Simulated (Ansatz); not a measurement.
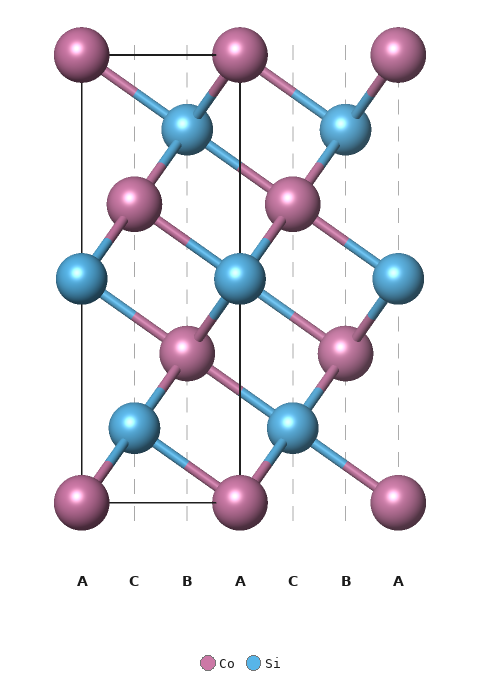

The picture looks along a close-packed row of the hexagonal mesh; [111] points upwards. The dashed lines mark the three columns A (0, 0), B (1/3, 2/3) and C (2/3, 1/3). The box is the hexagonal cell of the face-centred cubic lattice. The sequence starts with the first layer at or above the cell's origin.

The compound is CoSi, taken as the geometry relaxed with DFT PBE, scalar-relativistic, plane waves, PAW in Ansatz; the starting structure was generated, so it need not be a known form of this composition.

Give the sequence of layers in one repeat, with element and column.

Co(A) – Si(C) – Co(B) – Si(A) – Co(C) – Si(B) (six layers in 8.08 Å).

How are the Si layers alone stacked?

Si layers alone: CAB, the cubic close-packed type.

Which positions between or in the Si layers do the other atoms fill?

Co: three octahedral sites (per hexagonal cell).
